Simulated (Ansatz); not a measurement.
```
Cu
1.0
     2.79902    0.00000    0.00000
     0.00000    2.79902    0.00000
     0.00000    0.00000    2.75216
Cu
2
Direct
  0.00000 0.00000 0.00000
  0.50000 0.50000 0.50000
```

Space group I4/mmm; a structure from a database of computed crystals, not necessarily the ambient phase; changed on purpose from its base cell (strain -0.030 along x and y, +0.000 along z, atoms carried along); computed pressure about 12 GPa in this cell; computed without spin polarisation.

Level of theory: Ansatz 0.2.0, DFT r2SCAN, scalar-relativistic, plane waves, PAW.

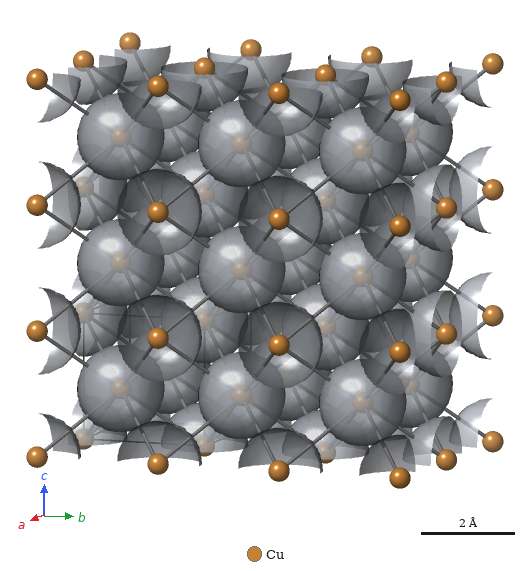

Cu. Isosurface of the valence charge density (pseudo) at 0.5 e/Å³ (grey), seen slightly off an axis. Sticks mark near contacts.

Q: How is the density connected at this value?

A: At this value the density breaks into separate islands; it holds about 90 % of the electrons treated as valence (semicore included). It bridges none of the near contacts. It is pinched off along the sampled Cu–Cu (2.41 Å) contacts. On the grid the lowest density along these lines, outside the cores, is 0.33 e/Å³ (Cu–Cu, 2.41 Å).

Q: Does the calculation give a band gap?

A: It is metallic or semimetallic at this level of theory: no gap opens.
